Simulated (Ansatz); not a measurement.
W

```
W
1.0
     5.05306    0.00000    0.00000
     0.00000    5.05306    0.00000
     0.00000    0.00000    5.05306
W
8
Cartesian
  0.0000 0.0000 0.0000
  2.5265 2.5265 2.5265
  0.0000 2.5265 1.2633
  0.0000 2.5265 3.7898
  1.2633 0.0000 2.5265
  3.7898 0.0000 2.5265
  2.5265 3.7898 0.0000
  2.5265 1.2633 0.0000
```

Space group Pm-3n.

Computed with DFT r2SCAN, scalar-relativistic, plane waves, PAW in Ansatz.

What will maps of the valence pseudo-density and electron localisation function show?

W–W (2.53 Å): ρ is about 0.6 e/Å³ halfway; the ELF is about 0.40 at the midpoint.
W–W (2.82 Å): the density is about 0.37 e/Å³ at the midpoint; the ELF is about 0.40 at the midpoint.

Does the calculation give a band gap?

It is metallic or semimetallic at this level of theory: no gap opens.

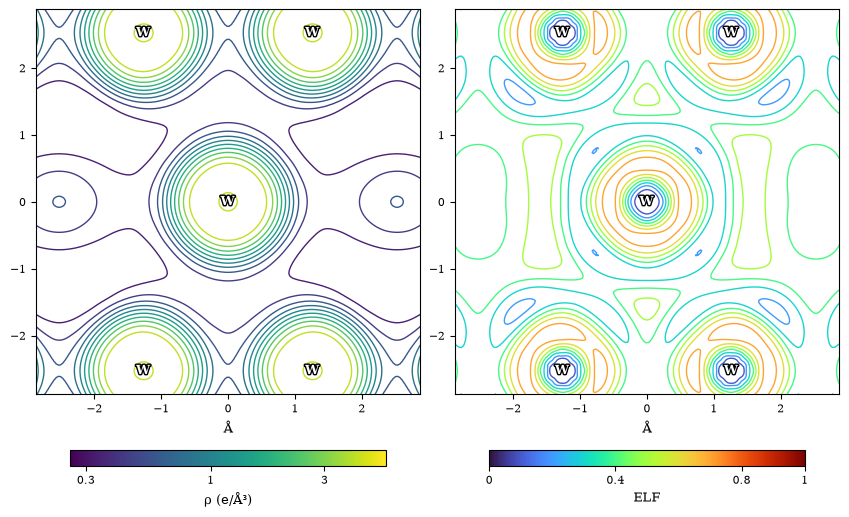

Computed valence pseudo-density and electron localisation function on the (001) plane of the conventional cell, in this order. 

In a PAW calculation such maps are meaningful between the atoms, not at the nuclei.
